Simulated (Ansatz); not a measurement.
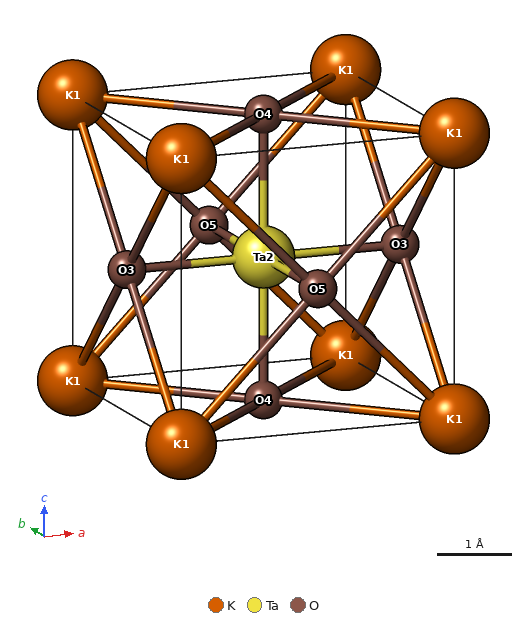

Figure 1. The structure (ball-and-stick view of the cell of the calculation, seen slightly off an axis; atoms are numbered from 1 in the order of the input). An atom can appear more than once, as a periodic image.

## Run report: KTaO3, single-point calculation

System: KTaO3 (Pm-3m, 5 atoms in the cell).
Method: DFT, r2SCAN, plane waves, PAW, no spin polarisation (Ansatz 0.2.0).

The structure was built on a prototype by a generator; it need not be a known phase. Figures and captions count atoms from 1; the log counts them from 0 in places.

### What the program printed
```
Warning: output.forces, output.stress, relax.cell or npt_langevin: where a Kohn–Sham band that disperses or a degenerate level is filled in part under the method tetrahedron, the forces or the stress that this run publishes need not agree with its energy (scf.occupations.method in the input reference, under Limitations); prefer a smearing scheme for the forces or the stress
scf.n_extra_bands = 1 over 20 filled bands (N_el = 40.0): the run solves 21 bands
Engine: ansatz 0.2.0, aarch64-unknown-linux-gnu
Pseudopotentials: kind: paw
Pseudopotential: K, paw, valence charge 9, recommended cutoff 500 eV (meta_gga), K.paw.azcp
Pseudopotential: Ta, paw, valence charge 13, recommended cutoff 500 eV (meta_gga), Ta.paw.azcp
Pseudopotential: O, paw, valence charge 6, recommended cutoff 500 eV (meta_gga), O.paw.azcp
Functional definition: r2SCAN
  parameter k0 = 0.174
  parameter k1 = 0.065
  parameter a1 = 4.9479
  exchange = r2scan_x(k0 = k0, k1 = k1, a1 = a1)
  correlation = r2scan_c
Crystal: 5 atoms, lattice volume = 63.440 Å³
Basis set: ecut = 500 eV, 1575 PW (Γ), exchange–correlation on 120×120×120 points (64 copies of the dense FFT grid, shifted against one another)
Bands: 21, of which v1, the nominal top of the filled ones, is band 20 counted from 1 (19 counted from 0)
Symmetry: 48 space group operations
Space group: Pm-3m (ITA 221), of the structure as read, at distance tolerance 4.0e-5 Å
k-points: 20 of 512
Non-local potential: K, projectors of the file, l = 0: 3, l = 1: 2, l = 2: 2
Non-local potential: Ta, projectors of the file, l = 0: 3, l = 1: 2, l = 2: 2, l = 3: 1
Non-local potential: O, projectors of the file, l = 0: 2, l = 1: 2, l = 2: 1
PAW form: soft (Blöchl's): semilocal exchange-correlation on the pseudo side does not see the compensation charge
PAW frozen core: K, regenerated for the run's functional (the file was generated under x = pbe(κ = 0.804, μ = 0.2195149727645171), c = pbe(β = 0.06672455060314922))
PAW frozen core: Ta, regenerated for the run's functional (the file was generated under x = pbe(κ = 0.804, μ = 0.2195149727645171), c = pbe(β = 0.06672455060314922))
PAW frozen core: O, regenerated for the run's functional (the file was generated under x = pbe(κ = 0.804, μ = 0.2195149727645171), c = pbe(β = 0.06672455060314922))
PAW one-centre angular grid: K, 302 points (default); XC on 160 Gauss nodes
PAW one-centre angular grid: Ta, 590 points (default); XC on 160 Gauss nodes
PAW one-centre angular grid: O, 302 points (default); XC on 160 Gauss nodes
Initial density: superposition of atomic densities (neutral atoms: chi_scale 0, normalization atom), corrected by the library's trained network
Initial wavefunctions: pseudopotential atomic-orbital guess
Functional: x = r2scan, c = r2scan; τ floored in thin density (d = 2e-4 eV/Å³)
SCF iter   1: F=—  HF=-13199.318436 eV  |F-HF|=—  |Δ(HF+E_count)|=         —  Δρ=1.01e-2  dr2=7.52e-2  dr2_τ=2.48e-1  ethr=1.77e-3  ⟨swp⟩=6.5  Hψ=2168  notcnv=0
preconditioner: auto → Resta (q_TF=auto, 2.526 Å⁻¹)  ε∞=5.6  [insulator: Δε(μ)=3.114 eV  Ē_g=11.881 eV  n_scr=18 (ndim 8)  ℏωp=25.5 eV  f_vac=0.013  ε∞_Penn≈5.6]
SCF iter   2: F=—  HF=-13199.386729 eV  |F-HF|=—  |Δ(HF+E_count)|=   6.83e-2  Δρ=5.14e-3  dr2=7.92e-3  dr2_τ=3.36e-3  ethr=1.88e-4  ⟨swp⟩=2.2  Hψ=904  notcnv=0
SCF iter   3: F=—  HF=-13199.386773 eV  |F-HF|=—  |Δ(HF+E_count)|=   4.37e-5  Δρ=2.01e-3  dr2=1.60e-3  dr2_τ=1.75e-4  ethr=1.98e-5  ⟨swp⟩=2.0  Hψ=451  notcnv=0
SCF iter   4: F=—  HF=-13199.386723 eV  |F-HF|=—  |Δ(HF+E_count)|=   4.95e-5  Δρ=2.56e-4  dr2=2.13e-5  dr2_τ=4.56e-6  ethr=4.00e-6  ⟨swp⟩=2.1  Hψ=633  notcnv=0
SCF iter   5: F=—  HF=-13199.386744 eV  |F-HF|=—  |Δ(HF+E_count)|=   2.05e-5  Δρ=5.96e-5  dr2=2.53e-6  dr2_τ=1.51e-7  ethr=5.31e-8  ⟨swp⟩=2.0  Hψ=800  notcnv=0
SCF iter   6: F=—  HF=-13199.386744 eV  |F-HF|=—  |Δ(HF+E_count)|=   3.64e-7  Δρ=1.94e-5  dr2=2.62e-7  dr2_τ=1.49e-8  ethr=6.33e-9  ⟨swp⟩=3.0  Hψ=760  notcnv=0
SCF iter   7: F=-13199.386744 eV  HF=-13199.386744 eV  |F-HF|=5.71e-10  |Δ(HF+E_count)|=   1.15e-8  Δρ=2.35e-6  dr2=3.49e-9  dr2_τ=6.26e-10  ethr=2.50e-10  ⟨swp⟩=4.8  Hψ=1673  notcnv=0
SCF 1 converged in 7 iterations: F = -13199.386744 eV  dr2 = 3.49e-9
  greatest PAW one-centre occupation: 0.998 electrons in one spin orbital (limit 2), on the Ta atom at site 1 (counted from 0), in its partial waves of l = 0
SCF converged after 7 iterations
Stability not checked: this state was not tested for a lower state beside it, because cold or Methfessel-Paxton smearing, or corrected tetrahedra, fill the levels in a way that the test cannot read (fill_not_monotonic; see scf.lower_state_search)
Free energy (F): -13199.386744 eV
Harris-Foulkes:  -13199.386744 eV  (|F-HF|=5.71e-10)
Internal energy: -13199.386744 eV  (E = F + TS)
E sigma→0 (E₀):  -13199.386744 eV
Fermi energy:    8.352779 eV
--- Per-component energies (eV) ---
  E_band       = -288.683431
  E_kinetic    = 1149.615933
  E_local      = -2222.567662  (includes V_loc(G=0)·N_el)
  E_nonlocal   = 168.567337
  E_hartree    = 778.245955
  E_xc         = -559.947141
  E_vxc        = -726.549150  (∫ρ·V_xc dr)
  E_paw        = -9690.917971  (= ΣΔE_a)
  E_vpaw       = -256.526661  (= ΣTr[D̂ρ^β])
  E_aug_tail   = 0.003085  (compensation charges beyond the density's cutoff)
  E_vtau       = 42.280718  (kinetic-family band-sum trace: ∫τ·v_τ [+ j·A + Jᵃ·Aᵃ] dr)
  E_ewald      = -2821.337991
  E_core_change = -1.048288  (= ΣΔE_core)
  E_smearing   = -0.000000  (= −TS)
  E_closure    = -0.000000  (closes the sum)
  Σ components = -13199.386744   (vs F -13199.386744, Δ=0.00e0)
--- Forces (eV/Å), atoms counted from 1 ---
  atom   1  K     -0.00000000     0.00000000     0.00000000
  atom   2  Ta     0.00000000     0.00000000    -0.00000000
  atom   3  O      0.00000000    -0.00000000     0.00000000
  atom   4  O     -0.00000000     0.00000000    -0.00000000
  atom   5  O     -0.00000000    -0.00000000     0.00000000
  max |Σ_I F_I| component: 3.46e-29 eV/Å
--- Stress (GPa, compression-positive) ---
        0.296228       0.000000       0.000000
        0.000000       0.296228       0.000000
        0.000000       0.000000       0.296228
  P = ⅓ Tr σ = 0.2962 GPa (2.962 kbar)
--- Band table (eV; the first three rows and the last of 20) ---
  k-point 0: bands = ["-60.9280", "-26.7391", "-26.7389", "-26.7389", "-19.9541", "-10.0799", "-9.4342", "-9.4342", "-2.7433", "-2.7433", "-2.7212", "5.7714", "5.8400", "5.8400", "7.1042", "7.1042", "7.3501", "7.4848", "7.6294", "7.6294", "11.2483"]
  k-point 1: bands = ["-60.9279", "-26.7663", "-26.7380", "-26.7379", "-19.9469", "-10.0052", "-9.4280", "-9.2542", "-2.7373", "-2.7351", "-2.6847", "5.0427", "5.7542", "5.8138", "6.6294", "6.6617", "7.0943", "7.3086", "7.4371", "7.5467", "11.3103"]
  k-point 2: bands = ["-60.9277", "-26.8045", "-26.7366", "-26.7365", "-19.9367", "-9.9716", "-9.4192", "-8.8918", "-2.7236", "-2.7151", "-2.6462", "3.8239", "5.6505", "5.7695", "6.1383", "6.2247", "6.7921", "7.1586", "7.3427", "7.4799", "11.3661"]
  k-point 19: bands = ["-60.9267", "-26.8230", "-26.8229", "-26.8229", "-19.9022", "-8.5922", "-8.5502", "-8.5502", "-2.9780", "-2.9780", "-2.9463", "2.9783", "2.9783", "2.9876", "4.4514", "4.5163", "4.5163", "8.3128", "8.3128", "8.3528", "15.1320"]
```

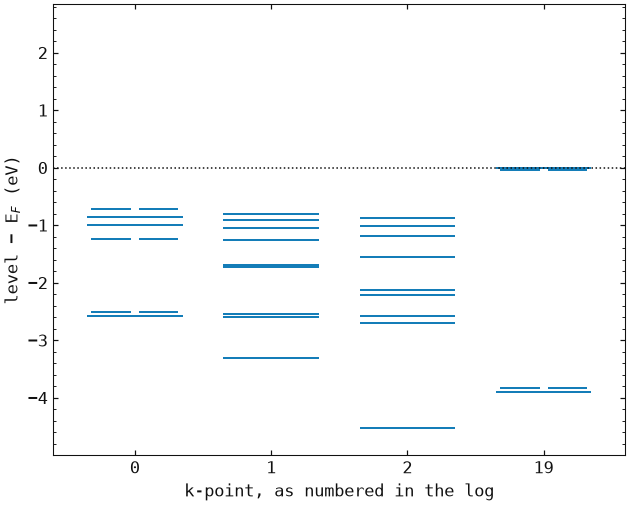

Figure 2. Kohn–Sham levels near the Fermi level (dotted) at the few k-points that the log prints; levels within 0.02 eV of each other stand side by side. Among these points the highest filled and lowest empty levels are 2.90 eV apart, which is the gap on the mesh.

The run was set up as follows.

### Input file
```yaml
crystal:
  lattice:
    - [3.9882991392, 0.0, 0.0]
    - [0.0, 3.9882991392, 0.0]
    - [0.0, 0.0, 3.9882991392]
  atoms:
    - { symbol: K, position: [0.0, 0.0, 0.0] }
    - { symbol: Ta, position: [0.5, 0.5, 0.5] }
    - { symbol: O, position: [0.0, 0.5, 0.5] }
    - { symbol: O, position: [0.5, 0.5, 0.0] }
    - { symbol: O, position: [0.5, 0.0, 0.5] }
basis:
  ecutwfc: 500
  ecutrho_ratio: 4
kpoints:
  mp_grid: { grid: [8, 8, 8], shift: [0.5, 0.5, 0.5] }
hamiltonian:
  xc: r2scan
scf:
  occupations: { method: tetrahedron }
  n_extra_bands: 1
output:
  forces: true
  stress: true
```

Command:
```bash
ansatz run input.yaml --threads 8 --pin off --max-ram 15360MiB --backend cpu --events-out ev --progress --plain --runs-dir out
```

### Summary

- outcome: converged
- space group (tolerance 0.01 Å): Pm-3m (221)
- electrons treated: 40
- free energy: −13199.3867 eV
- Fermi energy: 8.353 eV
- gap on the k-point mesh: 2.90 eV
- pressure: 0.30 GPa
- largest force (length of the vector): under 0.001 eV/Å
- hardware: 8 threads of Arm Neoverse V1, 24 GiB of memory available, shared host
- wall time: 0.99 s (CPU time 5.6 s)
- peak memory: 0.51 GiB

### Notes

Settings chosen away from the usual ones: scf.n_extra_bands = 1, kpoints.mp_grid.shift = [0.5, 0.5, 0.5], scf.occupations.width = null, scf.occupations.method = "tetrahedron". Spin–orbit coupling is left out, which matters for Ta.
